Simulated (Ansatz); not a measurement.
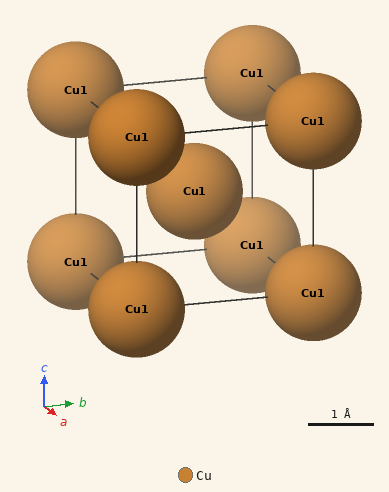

**Figure 1.** The structure as given in the input (spheres-only view of the cell 2 times as large as that of the calculation, set on its symmetry axes, seen slightly off an axis; atoms are numbered from 1 in the order of the input). An atom can appear more than once, as a periodic image.

Cu: geometry relaxation (part 1 of 2)

The run: geometry relaxation of Cu (I4/mmm, 1 atom in the cell). Method and program: DFT PBE, scalar-relativistic, plane waves, PAW, PAW set soft_1, no spin polarisation (Ansatz 0.2.0).

The structure derives from a Materials Project entry. Figures and captions count atoms from 1; the log counts them from 0 in places.

## Output
```
Engine: ansatz 0.2.0, aarch64-unknown-linux-gnu
Pseudopotentials: kind: paw
Pseudopotential: Cu, paw, valence charge 19, recommended cutoff 420 eV (normal), [file]
Functional definition: PBE
  parameter kappa = 0.804
  parameter beta = 0.06672455060314922
  exchange = pbe_x(kappa = kappa, mu = beta*pi^2/3)
  correlation = pbe_c(beta = beta)
Crystal: 1 atoms, lattice volume = 11.458 Å³
Basis set: ecut = 520 eV, 321 PW (Γ), exchange–correlation on 40×40×40 points (8 copies of the dense FFT grid, shifted against one another)
Bands: 14, of which v1, the nominal top of the filled ones, is band 10 counted from 1 (9 counted from 0)
Symmetry: 16 space group operations
Space group: I4/mmm (ITA 139), of the structure as read, at distance tolerance 2.3e-5 Å
k-points: 641 of 8000
Non-local potential: Cu, projectors of the file, l = 0: 3, l = 1: 2, l = 2: 3, l = 3: 1
PAW form: soft (Blöchl's): semilocal exchange-correlation on the pseudo side does not see the compensation charge
PAW one-centre angular grid: Cu, 590 points (default); XC on 64 Gauss nodes
Initial density: superposition of atomic densities (chi_scale 0.1, normalization cell)
Initial wavefunctions: pseudopotential atomic-orbital guess
Functional: x = pbe(κ = 0.804, μ = 0.2195149727645171), c = pbe(β = 0.06672455060314922)
SCF iter   1: F=—  HF=-6626.063182 eV  |F-HF|=—  |Δ(HF+E_count)|=         —  Δρ=2.68e-1  dr2=4.91e0  ethr=3.10e-3  ⟨swp⟩=5.4  Hψ=46446  notcnv=0
preconditioner: auto → none  [metal: Δε(μ)=0.012 eV  Ē_g=16.405 eV  σ=0.100 eV  W_gap=0.07  n_scr=0 (ndim 8)  ℏωp=36.4 eV  f_vac=0.000  D(μ)=0.29/eV (n_scr^D=0)]
SCF iter   2: F=—  HF=-6625.152845 eV  |F-HF|=—  |Δ(HF+E_count)|=   9.10e-1  Δρ=2.54e-2  dr2=5.92e-2  ethr=3.10e-3  ⟨swp⟩=2.8  Hψ=22056  notcnv=0  defer=247
SCF iter   3: F=—  HF=-6625.140755 eV  |F-HF|=—  |Δ(HF+E_count)|=   1.21e-2  Δρ=1.76e-2  dr2=2.56e-2  ethr=3.12e-4  ⟨swp⟩=3.0  Hψ=19616  notcnv=0  defer=251
SCF iter   4: F=—  HF=-6625.137793 eV  |F-HF|=—  |Δ(HF+E_count)|=   2.96e-3  Δρ=1.04e-3  dr2=6.41e-5  ethr=1.34e-4  ⟨swp⟩=1.0  Hψ=8718  notcnv=0  defer=251
SCF iter   5: F=—  HF=-6625.137838 eV  |F-HF|=—  |Δ(HF+E_count)|=   4.53e-5  Δρ=1.02e-4  dr2=1.33e-7  ethr=3.38e-7  ⟨swp⟩=2.0  Hψ=12236  notcnv=0  defer=251
SCF iter   6: F=—  HF=-6625.137839 eV  |F-HF|=—  |Δ(HF+E_count)|=   1.28e-6  Δρ=2.34e-5  dr2=8.72e-9  ethr=5.26e-10  ⟨swp⟩=10.2  Hψ=70328  notcnv=0
SCF iter   7: F=-6625.137839 eV  HF=-6625.137839 eV  |F-HF|=3.18e-11  |Δ(HF+E_count)|=   3.62e-8  Δρ=1.57e-6  dr2=1.32e-10  ethr=4.59e-11  ⟨swp⟩=7.6  Hψ=44795  notcnv=0
SCF 1 converged in 7 iterations: F = -6625.137839 eV  dr2 = 1.32e-10
  greatest PAW one-centre occupation: 0.999 electrons in one spin orbital (limit 2), on the Cu atom at site 0 (counted from 0), in its partial waves of l = 0
relax step   1: F+E_penalty+E_count = -6625.13783920 eV  Δ(F+E_penalty+E_count) = +0.000e0 eV  max|allowed force component| = 0.000e0 eV/Å  Δτ_max = 0.0000 Å  P = +7.176 GPa  Ω = 11.458 Å³  (7 SCF iters, dr2 threshold 1.00e-7 eV, accepted)
Crystal: 1 atoms, lattice volume = 11.711 Å³
Initial density: handed on by an earlier stage of this run
Initial wavefunctions: those handed on with the density
iter 1 solved again at ethr=2.62e-5 eV; its pass at ethr=3.10e-3 eV (dr2=4.99e-3 eV) is discarded
SCF iter   1: F=—  HF=-6625.147262 eV  |F-HF|=—  |Δ(HF+E_count)|=         —  Δρ=8.11e-3  dr2=4.88e-3  ethr=2.62e-5  ⟨swp⟩=1.1  Hψ=55102  notcnv=0
preconditioner: auto → none  [metal: Δε(μ)=0.006 eV  Ē_g=17.398 eV  σ=0.100 eV  W_gap=0.04  n_scr=0 (ndim 8)  ℏωp=36.0 eV  f_vac=0.000  D(μ)=0.46/eV (n_scr^D=0)]
SCF iter   2: F=—  HF=-6625.146280 eV  |F-HF|=—  |Δ(HF+E_count)|=   9.82e-4  Δρ=8.54e-4  dr2=2.38e-5  ethr=2.57e-5  ⟨swp⟩=2.3  Hψ=12317  notcnv=0
SCF iter   3: F=—  HF=-6625.146244 eV  |F-HF|=—  |Δ(HF+E_count)|=   3.60e-5  Δρ=4.14e-4  dr2=1.71e-5  ethr=1.25e-7  ⟨swp⟩=2.0  Hψ=15082  notcnv=0
SCF iter   4: F=—  HF=-6625.146244 eV  |F-HF|=—  |Δ(HF+E_count)|=   1.45e-7  Δρ=1.68e-4  dr2=2.51e-6  ethr=8.99e-8  ⟨swp⟩=2.4  Hψ=12520  notcnv=0
SCF iter   5: F=—  HF=-6625.146245 eV  |F-HF|=—  |Δ(HF+E_count)|=   1.14e-6  Δρ=3.26e-5  dr2=1.02e-7  ethr=1.32e-8  ⟨swp⟩=2.0  Hψ=12482  notcnv=0
SCF iter   6: F=-6625.146245 eV  HF=-6625.146245 eV  |F-HF|=7.53e-10  |Δ(HF+E_count)|=   3.12e-8  Δρ=3.13e-6  dr2=9.63e-10  ethr=5.26e-10  ⟨swp⟩=7.9  Hψ=44368  notcnv=0
SCF 2 converged in 6 iterations: F = -6625.146245 eV  dr2 = 9.63e-10
relax step   2: F+E_penalty+E_count = -6625.14624517 eV  Δ(F+E_penalty+E_count) = -8.406e-3 eV  max|allowed force component| = 0.000e0 eV/Å  Δτ_max = 0.0000 Å  P = +3.559 GPa  Ω = 11.711 Å³  energy of the carried Pulay correction = -5.172e-5 eV  (6 SCF iters, dr2 threshold 1.00e-7 eV, accepted)
Crystal: 1 atoms, lattice volume = 11.973 Å³
iter 1 solved again at ethr=2.75e-5 eV; its pass at ethr=3.10e-3 eV (dr2=5.23e-3 eV) is discarded
SCF iter   1: F=—  HF=-6625.150434 eV  |F-HF|=—  |Δ(HF+E_count)|=         —  Δρ=8.32e-3  dr2=5.25e-3  ethr=2.75e-5  ⟨swp⟩=1.1  Hψ=56739  notcnv=0
preconditioner: auto → none  [metal: Δε(μ)=0.006 eV  Ē_g=17.142 eV  σ=0.100 eV  W_gap=0.03  n_scr=0 (ndim 8)  ℏωp=35.6 eV  f_vac=0.000  D(μ)=0.47/eV (n_scr^D=0)]
SCF iter   2: F=—  HF=-6625.149392 eV  |F-HF|=—  |Δ(HF+E_count)|=   1.04e-3  Δρ=8.44e-4  dr2=2.47e-5  ethr=2.75e-5  ⟨swp⟩=2.3  Hψ=12395  notcnv=0
SCF iter   3: F=—  HF=-6625.149356 eV  |F-HF|=—  |Δ(HF+E_count)|=   3.52e-5  Δρ=4.12e-4  dr2=1.73e-5  ethr=1.30e-7  ⟨swp⟩=2.0  Hψ=15083  notcnv=0
SCF iter   4: F=—  HF=-6625.149356 eV  |F-HF|=—  |Δ(HF+E_count)|=   1.66e-7  Δρ=1.60e-4  dr2=2.26e-6  ethr=9.10e-8  ⟨swp⟩=2.5  Hψ=12514  notcnv=0
iter 5 did not close the SCF: its close was put off for the readings that it lacked (scf_convergence_deferred on its scf_iter line)
SCF iter   5: F=-6625.149357 eV  HF=-6625.149357 eV  |F-HF|=3.44e-8  |Δ(HF+E_count)|=   1.06e-6  Δρ=2.90e-5  dr2=7.52e-8  ethr=1.19e-8  ⟨swp⟩=2.0  Hψ=12415  notcnv=0
SCF iter   6: F=-6625.149357 eV  HF=-6625.149357 eV  |F-HF|=3.38e-10  |Δ(HF+E_count)|=   3.07e-8  Δρ=2.68e-6  dr2=7.04e-10  ethr=3.96e-10  ⟨swp⟩=4.8  Hψ=44428  notcnv=0
SCF 3 converged in 6 iterations: F = -6625.149357 eV  dr2 = 7.04e-10
relax step   3: F+E_penalty+E_count = -6625.14935738 eV  Δ(F+E_penalty+E_count) = -3.112e-3 eV  max|allowed force component| = 0.000e0 eV/Å  Δτ_max = 0.0000 Å  P = +0.273 GPa  Ω = 11.973 Å³  energy of the carried Pulay correction = -1.042e-4 eV  (6 SCF iters, dr2 threshold 1.00e-7 eV, accepted)
Crystal: 1 atoms, lattice volume = 11.999 Å³
iter 1 solved again at ethr=2.76e-7 eV; its pass at ethr=3.10e-3 eV (dr2=5.23e-5 eV) is discarded
SCF iter   1: F=—  HF=-6625.149426 eV  |F-HF|=—  |Δ(HF+E_count)|=         —  Δρ=8.27e-4  dr2=5.14e-5  ethr=2.76e-7  ⟨swp⟩=2.2  Hψ=57132  notcnv=0
preconditioner: auto → none  [metal: Δε(μ)=0.003 eV  Ē_g=17.062 eV  σ=0.100 eV  W_gap=0.02  n_scr=0 (ndim 8)  ℏωp=35.6 eV  f_vac=0.000  D(μ)=0.46/eV (n_scr^D=0)]
SCF iter   2: F=—  HF=-6625.149416 eV  |F-HF|=—  |Δ(HF+E_count)|=   9.81e-6  Δρ=1.00e-4  dr2=3.66e-7  ethr=2.71e-7  ⟨swp⟩=2.5  Hψ=12202  notcnv=0
SCF iter   3: F=—  HF=-6625.149416 eV  |F-HF|=—  |Δ(HF+E_count)|=   3.32e-7  Δρ=4.92e-5  dr2=2.15e-7  ethr=1.93e-9  ⟨swp⟩=2.0  Hψ=15087  notcnv=0
iter 4 did not close the SCF: its close was put off for the readings that it lacked (scf_convergence_deferred on its scf_iter line)
SCF iter   4: F=-6625.149416 eV  HF=-6625.149416 eV  |F-HF|=1.02e-8  |Δ(HF+E_count)|=   3.36e-9  Δρ=1.58e-5  dr2=9.06e-9  ethr=1.13e-9  ⟨swp⟩=2.2  Hψ=11882  notcnv=0
iter 5 did not close the SCF: its close was put off for the readings that it lacked (scf_convergence_deferred on its scf_iter line)
SCF iter   5: F=-6625.149416 eV  HF=-6625.149416 eV  |F-HF|=1.24e-10  |Δ(HF+E_count)|=   1.48e-8  Δρ=9.25e-7  dr2=7.11e-11  ethr=4.77e-11  ⟨swp⟩=2.0  Hψ=12426  notcnv=0
SCF iter   6: F=-6625.149416 eV  HF=-6625.149416 eV  |F-HF|=9.09e-13  |Δ(HF+E_count)|=  1.00e-11  Δρ=9.47e-8  dr2=3.21e-13  ethr=1.00e-12  ⟨swp⟩=3.1  Hψ=38726  notcnv=0
SCF 4 converged in 6 iterations: F = -6625.149416 eV  dr2 = 3.21e-13
relax step   4: F+E_penalty+E_count = -6625.14941584 eV  Δ(F+E_penalty+E_count) = -5.846e-5 eV  max|allowed force component| = 0.000e0 eV/Å  Δτ_max = 0.0000 Å  P = -0.023 GPa  Ω = 11.999 Å³  energy of the carried Pulay correction = -1.094e-4 eV  (6 SCF iters, accepted)
Crystal: 1 atoms, lattice volume = 11.998 Å³
iter 1 solved again at ethr=4.63e-8 eV; its pass at ethr=3.10e-3 eV (dr2=8.80e-6 eV) is discarded
SCF iter   1: F=—  HF=-6625.149474 eV  |F-HF|=—  |Δ(HF+E_count)|=         —  Δρ=2.75e-4  dr2=2.62e-6  ethr=4.63e-8  ⟨swp⟩=2.9  Hψ=59137  notcnv=0
preconditioner: auto → none  [metal: Δε(μ)=0.011 eV  Ē_g=17.049 eV  σ=0.100 eV  W_gap=0.06  n_scr=0 (ndim 8)  ℏωp=35.6 eV  f_vac=0.000  D(μ)=0.45/eV (n_scr^D=0)]
SCF iter   2: F=—  HF=-6625.149474 eV  |F-HF|=—  |Δ(HF+E_count)|=   2.04e-7  Δρ=1.19e-4  dr2=5.22e-7  ethr=1.38e-8  ⟨swp⟩=1.1  Hψ=9060  notcnv=0
iter 3 did not close the SCF: its close was put off for the readings that it lacked (scf_convergence_deferred on its scf_iter line)
SCF iter   3: F=-6625.149474 eV  HF=-6625.149474 eV  |F-HF|=2.42e-9  |Δ(HF+E_count)|=   1.52e-7  Δρ=6.95e-6  dr2=1.88e-9  ethr=2.75e-9  ⟨swp⟩=2.5  Hψ=13541  notcnv=0
iter 4 did not close the SCF: its close was put off for the readings that it lacked (scf_convergence_deferred on its scf_iter line)
SCF iter   4: F=-6625.149474 eV  HF=-6625.149474 eV  |F-HF|=1.20e-10  |Δ(HF+E_count)|=   2.12e-9  Δρ=1.50e-6  dr2=1.08e-10  ethr=9.87e-12  ⟨swp⟩=2.0  Hψ=13590  notcnv=0
iter 5 did not close the SCF: its close was put off for the readings that it lacked (scf_convergence_deferred on its scf_iter line)
SCF iter   5: F=-6625.149474 eV  HF=-6625.149474 eV  |F-HF|=1.82e-12  |Δ(HF+E_count)|=  1.82e-11  Δρ=5.06e-7  dr2=6.05e-12  ethr=1.00e-12  ⟨swp⟩=2.4  Hψ=12465  notcnv=0
SCF iter   6: F=-6625.149474 eV  HF=-6625.149474 eV  |F-HF|=0.00e0  |Δ(HF+E_count)|=  1.82e-12  Δρ=6.98e-8  dr2=1.79e-13  ethr=1.00e-12  ⟨swp⟩=3.1  Hψ=32841  notcnv=0
SCF 5 converged in 6 iterations: F = -6625.149474 eV  dr2 = 1.79e-13
relax step   5: F+E_penalty+E_count = -6625.14947393 eV  Δ(F+E_penalty+E_count) = -5.810e-5 eV  max|allowed force component| = 0.000e0 eV/Å  Δτ_max = 0.0000 Å  P = -0.003 GPa  Ω = 11.998 Å³  energy of the carried Pulay correction = -1.096e-4 eV  (6 SCF iters, accepted)
iter 1 solved again at ethr=1.28e-8 eV; its pass at ethr=3.10e-3 eV (dr2=2.44e-6 eV) is discarded
SCF iter   1: F=—  HF=-6625.149486 eV  |F-HF|=—  |Δ(HF+E_count)|=         —  Δρ=1.49e-4  dr2=7.69e-7  ethr=1.28e-8  ⟨swp⟩=2.8  Hψ=58603  notcnv=0
preconditioner: auto → none  [metal: Δε(μ)=0.013 eV  Ē_g=17.048 eV  σ=0.100 eV  W_gap=0.08  n_scr=0 (ndim 8)  ℏωp=35.6 eV  f_vac=0.000  D(μ)=0.45/eV (n_scr^D=0)]
SCF iter   2: F=—  HF=-6625.149487 eV  |F-HF|=—  |Δ(HF+E_count)|=   2.40e-7  Δρ=6.37e-5  dr2=1.48e-7  ethr=4.05e-9  ⟨swp⟩=1.0  Hψ=8996  notcnv=0
iter 3 did not close the SCF: its close was put off for the readings that it lacked (scf_convergence_deferred on its scf_iter line)
SCF iter   3: F=-6625.149487 eV  HF=-6625.149487 eV  |F-HF|=5.93e-9  |Δ(HF+E_count)|=   3.30e-8  Δρ=9.44e-6  dr2=5.32e-9  ethr=7.77e-10  ⟨swp⟩=2.6  Hψ=14107  notcnv=0
iter 4 did not close the SCF: its close was put off for the readings that it lacked (scf_convergence_deferred on its scf_iter line)
SCF iter   4: F=-6625.149487 eV  HF=-6625.149487 eV  |F-HF|=3.88e-10  |Δ(HF+E_count)|=  5.86e-10  Δρ=2.90e-6  dr2=4.56e-10  ethr=2.80e-11  ⟨swp⟩=2.1  Hψ=12811  notcnv=0
iter 5 did not close the SCF: its close was put off for the readings that it lacked (scf_convergence_deferred on its scf_iter line)
SCF iter   5: F=-6625.149487 eV  HF=-6625.149487 eV  |F-HF|=3.18e-11  |Δ(HF+E_count)|=  1.18e-11  Δρ=8.73e-7  dr2=3.70e-11  ethr=2.40e-12  ⟨swp⟩=2.0  Hψ=12486  notcnv=0
SCF iter   6: F=-6625.149487 eV  HF=-6625.149487 eV  |F-HF|=1.82e-12  |Δ(HF+E_count)|=  2.73e-12  Δρ=1.27e-7  dr2=6.40e-13  ethr=1.00e-12  ⟨swp⟩=3.8  Hψ=33817  notcnv=0
SCF 6 converged in 6 iterations: F = -6625.149487 eV  dr2 = 6.40e-13
relax step   6: F+E_penalty+E_count = -6625.14948674 eV  Δ(F+E_penalty+E_count) = -1.281e-5 eV  max|allowed force component| = 0.000e0 eV/Å  Δτ_max = 0.0000 Å  P = +0.004 GPa  Ω = 11.998 Å³  energy of the carried Pulay correction = -1.097e-4 eV  (6 SCF iters, accepted)
Initial wavefunctions: pseudopotential atomic-orbital guess (no wavefunctions were taken with the density)
iter 1 solved again at ethr=1.26e-9 eV; its pass at ethr=3.10e-3 eV (dr2=2.40e-7 eV) is discarded
SCF iter   1: F=—  HF=-6625.149589 eV  |F-HF|=—  |Δ(HF+E_count)|=         —  Δρ=3.22e-4  dr2=4.20e-7  ethr=1.26e-9  ⟨swp⟩=3.4  Hψ=73689  notcnv=0
SCF iter   2: F=—  HF=-6625.149619 eV  |F-HF|=—  |Δ(HF+E_count)|=   3.02e-5  Δρ=1.69e-4  dr2=2.40e-7  ethr=1.26e-9  ⟨swp⟩=2.2  Hψ=12946  notcnv=0
SCF iter   3: F=—  HF=-6625.149629 eV  |F-HF|=—  |Δ(HF+E_count)|=   9.87e-6  Δρ=3.01e-5  dr2=4.74e-8  ethr=1.26e-9  ⟨swp⟩=1.0  Hψ=9113  notcnv=0
SCF iter   4: F=—  HF=-6625.149629 eV  |F-HF|=—  |Δ(HF+E_count)|=   5.84e-8  Δρ=6.06e-6  dr2=1.96e-10  ethr=2.50e-10  ⟨swp⟩=2.1  Hψ=12140  notcnv=0
iter 5 did not close the SCF: its close was put off for the readings that it lacked (scf_convergence_deferred on its scf_iter line)
SCF iter   5: F=-6625.149629 eV  HF=-6625.149629 eV  |F-HF|=5.00e-11  |Δ(HF+E_count)|=   1.37e-8  Δρ=4.32e-7  dr2=4.76e-12  ethr=1.03e-12  ⟨swp⟩=2.5  Hψ=14915  notcnv=0
SCF iter   6: F=-6625.149629 eV  HF=-6625.149629 eV  |F-HF|=9.09e-13  |Δ(HF+E_count)|=  5.09e-11  Δρ=3.29e-8  dr2=1.57e-14  ethr=1.00e-12  ⟨swp⟩=3.0  Hψ=32476  notcnv=0
SCF 7 converged in 6 iterations: F = -6625.149629 eV  dr2 = 1.57e-14
relax step   7: F+E_penalty+E_count = -6625.14962926 eV  Δ(F+E_penalty+E_count) = -1.425e-4 eV  max|allowed force component| = 0.000e0 eV/Å  Δτ_max = 0.0000 Å  P = +0.022 GPa  Ω = 11.998 Å³  stress off target by 4.50e-2 GPa  SCF on the basis re-selected at this cell (its energy is not comparable with the rows above)  (6 SCF iters)
```
